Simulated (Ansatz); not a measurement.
# What a change does: single-point calculation on Cu

System: Cu (P6₃/mmc, 4 atoms in the cell).
Method of the first run: DFT, LDA (PW92), plane waves (420 eV) with PAW, scalar-relativistic, no spin polarisation (Ansatz 0.2.0).

Text and figures count atoms from 1; the logs count them from 0 in places.

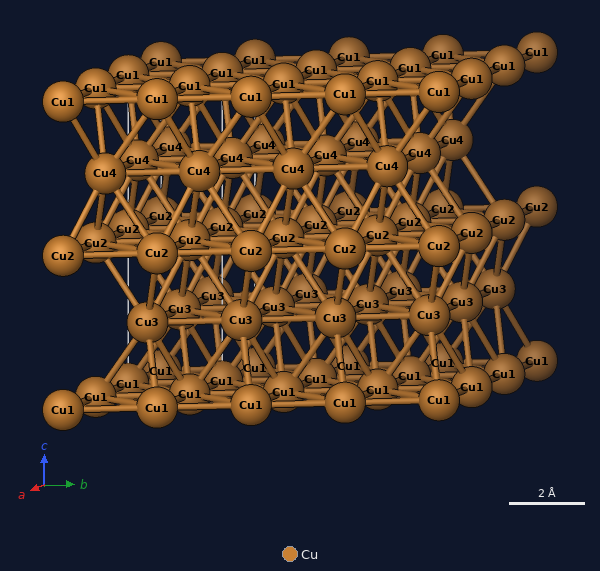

**Figure 1.** The structure (ball-and-stick view of the cell of the calculation, repeated 3 × 4 × 1, seen slightly off an axis; atoms are numbered from 1 in the order of the input). Near neighbours in the crystal (not all of them lie inside the picture): Cu has 12 Cu at 2.55 Å.

Input file, the first run:
```yaml
crystal:
  lattice:
    - [2.5527731734, 0.0, 0.0]
    - [-1.2763865867, 2.2107664182, 0.0]
    - [0.0, 0.0, 8.3405543745]
  atoms:
    - { symbol: Cu, position: [0.0, 1.0, 1.0] }
    - { symbol: Cu, position: [1.0, 1.0, 0.5] }
    - { symbol: Cu, position: [0.3333333333, 0.6666666667, 0.25] }
    - { symbol: Cu, position: [0.6666666667, 0.3333333333, 0.75] }
hamiltonian:
  xc: lda
  pseudopotentials:
    kind: paw
    azcp:
      Cu: "pseudopotentials/Cu.paw.azcp"
basis:
  ecutwfc: 420
  fft_grid_basis: typed
kpoints:
  mp_grid: { grid: [19, 19, 5], shift: [0, 0, 0] }
magnetization:
  spin_polarized: false
scf:
  occupations: { method: fermi_dirac, width: 0.1 }
output:
  stress: true
  write_density: true
  write_potential: true
  elf: true
  volumetric_format: npy
```

Hardware: 2 threads of an Arm (aarch64) CPU, shared host.

Output, shortened to warnings, some set-up lines, iterations and results (the first run):
```
Warning: [file] the record states the generating functional pbe (its physics header spells it `PBE`), which answers neither for hamiltonian.xc's functional nor for the lda family's — results may be inconsistent (PPs are generated against a specific XC)
Basis set: ecut = 420 eV, 945 PW (Γ)
Symmetry: 24 space group operations
k-points: 120 of 1805
Initial density: superposition of atomic densities (neutral atoms: chi_scale 0, normalization atom), corrected by the library's trained network
[...]
SCF iter   1: F=—  HF=-26222.776129 eV  |F-HF|=—  |Δ(HF+E_count)|=         —  Δρ=2.42e-2  dr2=1.25e-1  ethr=1.77e-3  ⟨swp⟩=5.2  Hψ=17230  notcnv=0  defer=153
SCF iter   2: F=—  HF=-26222.746274 eV  |F-HF|=—  |Δ(HF+E_count)|=   2.99e-2  Δρ=2.45e-3  dr2=9.71e-4  ethr=1.64e-4  ⟨swp⟩=2.0  Hψ=9626  notcnv=0  defer=219
SCF iter   3: F=—  HF=-26222.745358 eV  |F-HF|=—  |Δ(HF+E_count)|=   9.16e-4  Δρ=2.64e-3  dr2=1.32e-3  ethr=1.28e-6  ⟨swp⟩=2.0  Hψ=9416  notcnv=0  defer=219
SCF iter   4: F=—  HF=-26222.744948 eV  |F-HF|=—  |Δ(HF+E_count)|=   4.10e-4  Δρ=9.65e-4  dr2=1.69e-4  ethr=1.28e-6  ⟨swp⟩=2.4  Hψ=7846  notcnv=0  defer=219
SCF iter   5: F=—  HF=-26222.744913 eV  |F-HF|=—  |Δ(HF+E_count)|=   3.59e-5  Δρ=2.90e-4  dr2=1.74e-5  ethr=2.23e-7  ⟨swp⟩=1.1  Hψ=5325  notcnv=0  defer=219
SCF iter   6: F=—  HF=-26222.744914 eV  |F-HF|=—  |Δ(HF+E_count)|=   1.31e-6  Δρ=6.47e-5  dr2=9.87e-7  ethr=2.29e-8  ⟨swp⟩=1.0  Hψ=5304  notcnv=0  defer=219
SCF iter   7: F=-26222.744913 eV  HF=-26222.744914 eV  |F-HF|=7.04e-8  |Δ(HF+E_count)|=   2.90e-7  Δρ=1.35e-5  dr2=9.47e-8  ethr=1.32e-10  ⟨swp⟩=12.2  Hψ=43820  notcnv=0
SCF 1 converged in 7 iterations: F = -26222.744913 eV  dr2 = 9.47e-8
  Residual-converged pass: ⟨swp⟩=1.0  Hψ=6001  notcnv=0  max |occ|·‖R‖ = 7.0e-9 eV (tolerance 1.0e-8 eV)  dr2=9.47e-8  dr2_onsite=2.93e-8  max |Δocc| = 2.4e-11
SCF converged after 7 iterations
Free energy (F): -26222.744913 eV
Harris-Foulkes:  -26222.744914 eV  (|F-HF|=7.04e-8)
Internal energy: -26222.705047 eV  (E = F + TS)
E sigma→0 (E₀):  -26222.724980 eV
Entropy (-TS):   -0.039867 eV (-9.967 meV/atom)
Fermi energy:    16.425083 eV
--- Per-component energies (eV) ---
  E_band       = -1450.796212
  E_kinetic    = 1201.977369
  E_local      = -16184.793528  (includes V_loc(G=0)·N_el)
  E_nonlocal   = 1575.948186
  E_hartree    = 7112.889503
  E_xc         = -356.564841
  E_vxc        = -462.441163  (∫ρ·V_xc dr)
  E_paw        = -6372.457874  (= ΣΔE_a)
  E_vpaw       = -1807.269436  (= ΣTr[D̂ρ^β])
  E_aug_tail   = 0.000738  (compensation charges beyond the density's cutoff)
  E_ewald      = -13201.503240
  E_core_change = 1.798640  (= ΣΔE_core)
  E_smearing   = -0.039867  (= −TS)
  E_closure    = -0.000000  (closes the sum)
  Σ components = -26222.744913   (vs F -26222.744913, Δ=0.00e0)
--- Stress (GPa, compression-positive) ---
      -12.273425       0.000000       0.000000
        0.000000     -12.273425       0.000000
        0.000000       0.000000     -11.471615
  P = ⅓ Tr σ = -12.0062 GPa (-120.062 kbar)
```

For the second run the input was changed thus:
```diff
-    - [2.5527731734, 0.0, 0.0]
-    - [-1.2763865867, 2.2107664182, 0.0]
-    - [0.0, 0.0, 8.3405543745]
+    - [2.5208601632, 0.0, 0.0]
+    - [-1.2604300816, 2.1831289407, 0.0]
+    - [0.0, 0.0, 8.2362865143]
```

Predict how the results change.

With the same functional and potentials, the second run lies 25.8 meV per atom lower. The pressure goes from −12.01 to −6.77 GPa. The volume per atom goes from 11.77 to 11.33 Å³. The cell is scaled evenly with the atoms at fixed fractional positions, so −ΔP/Δ ln V estimates the bulk modulus midway between the two volumes: about 140 GPa. The SCF takes 8 iterations against 7. The plane waves at Γ go from 945 to 909.

Output, shortened to warnings, some set-up lines, iterations and results (the second run):
```
Warning: [file] the record states the generating functional pbe (its physics header spells it `PBE`), which answers neither for hamiltonian.xc's functional nor for the lda family's — results may be inconsistent (PPs are generated against a specific XC)
Basis set: ecut = 420 eV, 909 PW (Γ)
Symmetry: 24 space group operations
k-points: 120 of 1805
Initial density: superposition of atomic densities (neutral atoms: chi_scale 0, normalization atom), corrected by the library's trained network
[...]
SCF iter   1: F=—  HF=-26222.878764 eV  |F-HF|=—  |Δ(HF+E_count)|=         —  Δρ=2.42e-2  dr2=1.19e-1  ethr=1.77e-3  ⟨swp⟩=5.2  Hψ=17310  notcnv=0  defer=149
SCF iter   2: F=—  HF=-26222.849534 eV  |F-HF|=—  |Δ(HF+E_count)|=   2.92e-2  Δρ=2.51e-3  dr2=9.82e-4  ethr=1.57e-4  ⟨swp⟩=2.0  Hψ=9620  notcnv=0  defer=221
SCF iter   3: F=—  HF=-26222.848658 eV  |F-HF|=—  |Δ(HF+E_count)|=   8.77e-4  Δρ=2.63e-3  dr2=1.25e-3  ethr=1.29e-6  ⟨swp⟩=2.0  Hψ=9192  notcnv=0  defer=221
SCF iter   4: F=—  HF=-26222.848261 eV  |F-HF|=—  |Δ(HF+E_count)|=   3.97e-4  Δρ=9.59e-4  dr2=1.61e-4  ethr=1.29e-6  ⟨swp⟩=2.3  Hψ=7861  notcnv=0  defer=221
SCF iter   5: F=—  HF=-26222.848229 eV  |F-HF|=—  |Δ(HF+E_count)|=   3.12e-5  Δρ=2.80e-4  dr2=1.62e-5  ethr=2.12e-7  ⟨swp⟩=1.1  Hψ=5340  notcnv=0  defer=221
SCF iter   6: F=—  HF=-26222.848220 eV  |F-HF|=—  |Δ(HF+E_count)|=   9.33e-6  Δρ=4.69e-5  dr2=5.61e-7  ethr=2.14e-8  ⟨swp⟩=1.0  Hψ=5298  notcnv=0  defer=221
SCF iter   7: F=—  HF=-26222.848220 eV  |F-HF|=—  |Δ(HF+E_count)|=   1.33e-7  Δρ=2.04e-5  dr2=1.67e-7  ethr=1.32e-10  ⟨swp⟩=11.7  Hψ=39224  notcnv=0
SCF iter   8: F=-26222.848220 eV  HF=-26222.848220 eV  |F-HF|=6.30e-9  |Δ(HF+E_count)|=   2.95e-8  Δρ=4.08e-6  dr2=1.01e-8  ethr=1.32e-10  ⟨swp⟩=7.0  Hψ=30133  notcnv=0
SCF 1 converged in 8 iterations: F = -26222.848220 eV  dr2 = 1.01e-8
SCF converged after 8 iterations
Free energy (F): -26222.848220 eV
Harris-Foulkes:  -26222.848220 eV  (|F-HF|=6.30e-9)
Internal energy: -26222.809482 eV  (E = F + TS)
E sigma→0 (E₀):  -26222.828851 eV
Entropy (-TS):   -0.038738 eV (-9.685 meV/atom)
Fermi energy:    17.260554 eV
--- Per-component energies (eV) ---
  E_band       = -1395.824593
  E_kinetic    = 1204.005913
  E_local      = -15905.434147  (includes V_loc(G=0)·N_el)
  E_nonlocal   = 1574.512577
  E_hartree    = 6999.731928
  E_xc         = -358.060899
  E_vxc        = -464.406210  (∫ρ·V_xc dr)
  E_paw        = -6370.735660  (= ΣΔE_a)
  E_vpaw       = -1803.972771  (= ΣTr[D̂ρ^β])
  E_aug_tail   = 0.000785  (compensation charges beyond the density's cutoff)
  E_ewald      = -13368.628617
  E_core_change = 1.798640  (= ΣΔE_core)
  E_smearing   = -0.038738  (= −TS)
  E_closure    = -0.000000  (closes the sum)
  Σ components = -26222.848220   (vs F -26222.848220, Δ=0.00e0)
--- Stress (GPa, compression-positive) ---
       -7.061772       0.000000       0.000000
        0.000000      -7.061772       0.000000
        0.000000       0.000000      -6.177412
  P = ⅓ Tr σ = -6.7670 GPa (-67.670 kbar)
```

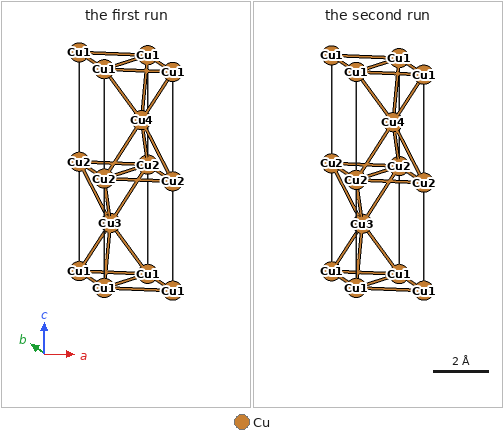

**Figure 2.** The two input geometries at one scale (ball-and-stick view of the cell of the calculation, seen slightly off an axis). No atom moves by more than 0.005 Å relative to the cell. Cell: a = b 2.553 → 2.521 Å (−1.3 %), c 8.341 → 8.236 Å (−1.3 %). Volume −3.7 %. Among the contacts that change: Cu1–Cu1 2.553 → 2.521 Å.

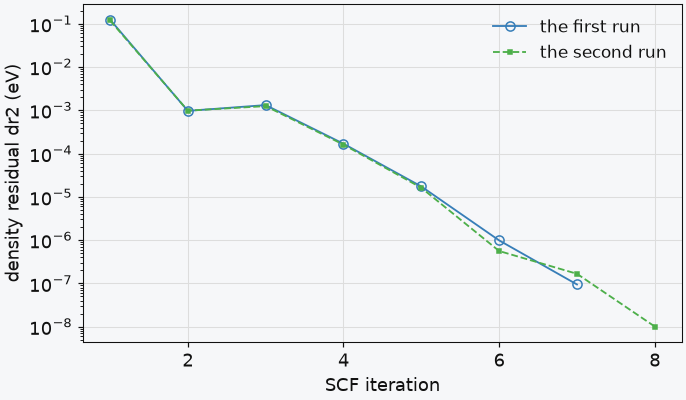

**Figure 3.** Convergence of the two runs: density residual dr2 against the SCF iteration. The first run takes 7 iterations in all, and the second run takes 8.

The two runs side by side:

| quantity | the first run | the second run |
| --- | --- | --- |
| outcome | converged | converged |
| free energy per atom (eV) | −6555.6862 | −6555.7121 |
| energy per atom, smearing taken to zero (eV) | −6555.6812 | −6555.7072 |
| pressure (GPa) | −12.01 | −6.77 |
| volume per atom (Å³) | 11.77 | 11.33 |
| SCF iterations | 7 | 8 |
| irreducible k-points | 120 | 120 |
| plane waves at Γ | 945 | 909 |
| wall time (shared host) | 13 s | 13 s |

For both runs: Warnings: the PAW datasets were made with another functional. For the first run: The cell is under a tension of 12.0 GPa at this level, so it is not at its equilibrium volume. For the second run: The cell is under a tension of 6.8 GPa at this level, so it is not at its equilibrium volume.
